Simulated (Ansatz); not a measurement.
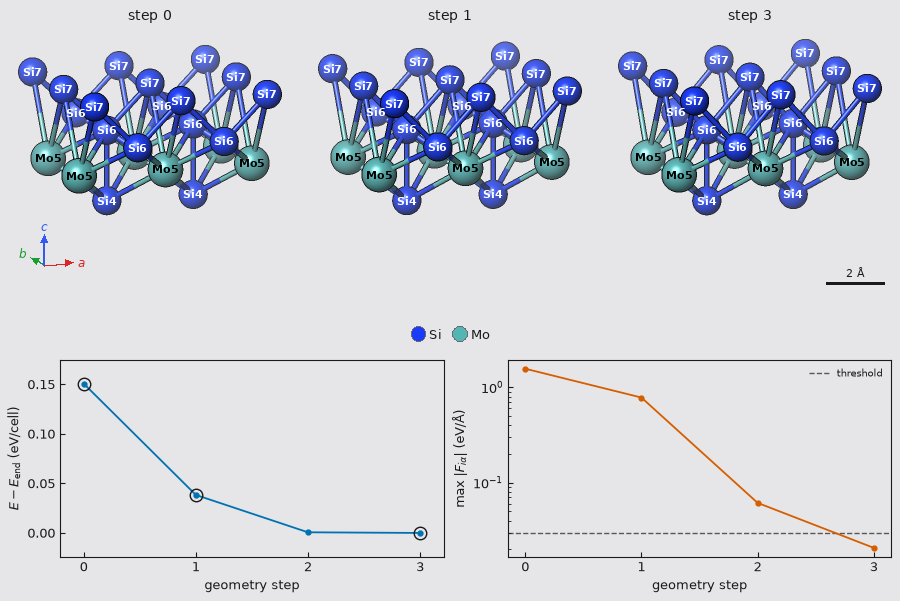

Frames of a constrained relaxation of a slab of composition Si5Mo2 (cut from the I4/mmm phase), marked on the history of the run. Style: ball-and-stick. Shown: the atoms within 5.0 Å of the atom that moves most (axes of the 3 × 3 repeat of the cell, outlined in the plane, without the vacuum), slightly off an axis.

Case: Si put at a bridge Si-Si site. The slab is the (0 0 1) face of Si2Mo with Si on it. 3 atoms are held fixed.

These are results of Ansatz 0.2.0, DFT PBEsol, scalar-relativistic, plane waves, PAW, not measurements. Set-up: plane-wave cutoff 420 eV; k-point mesh 9 × 9 × 1; occupations gaussian; smearing width 0.1 eV; no spin polarisation; dipole correction; atoms relaxed in a fixed cell; force threshold 0.03 eV/Å; at most 70 steps.

Question: Describe the path.

Answer: Over 3 geometry steps the energy falls by 0.151 eV per cell of the calculation. The largest force component goes from 1.6 to 0.021 eV/Å. The atom that moves furthest is Si7 (0.21 Å along the normal (+c)). Largest moves by element: Si 0.21 Å, Mo 0.04 Å. The cell doesn't change. Among the contacts that change: Mo5–Si7 3.183 → 3.336 Å, Si6–Si7 2.231 → 2.370 Å, Si4–Si6 2.500 → 2.522 Å, Si4–Mo5 2.606 → 2.626 Å. Among the angles between lasting bonds that change: Si6–Si7–Si6 91.3° → 84.6°. From step 0 to 1: Si7 moves most (0.12 Å), energy −0.112 eV per cell of the calculation. From step 1 to 3: Si7 moves most (0.09 Å), energy −38.4 meV per cell of the calculation.

Limits of the set-up: the periodic images lie only 3.2 Å apart, so the values are limited by the cell's size.
